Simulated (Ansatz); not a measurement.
The compound is GaN (space group P6_3mc, No. 186), taken as the geometry relaxed at fixed volume with DFT PBEsol, scalar-relativistic, plane waves, PAW in Ansatz 0.2.0.

```yaml
crystal:
  lattice:
    - [3.22462, 0.00000, 0.00000]
    - [-1.61231, 2.79261, 0.00000]
    - [0.00000, 0.00000, 5.25364]
  atoms:
    - { symbol: Ga, position: [0.33333, 0.66667, 0.99919] }
    - { symbol: Ga, position: [0.66667, 0.33333, 0.49919] }
    - { symbol: N, position: [0.33333, 0.66667, 0.37581] }
    - { symbol: N, position: [0.66667, 0.33333, 0.87581] }
```

Bonds are taken as Ga–N below 2.2 Å; no other contact counts. Atoms with one bond or none are removed and atoms with two bonds are replaced by edges, until no such atom is left.

Derive the underlying net.

The result is a uninodal 4-connected, three-periodic net: Ga and N are 4-connected nodes. It is the lon net, known from lonsdaleite, wurtzite and tridymite. It is a single net, without interpenetration.

```json
{"node": "Ga and N", "links": "4", "point symbol": "6⁶", "coordination sequence": "4 12 25 44 67"}
```

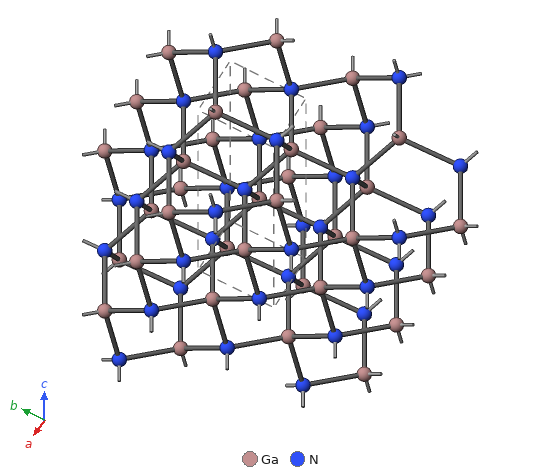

Nodes are coloured by element. Edges to nodes outside the piece are drawn as stubs.
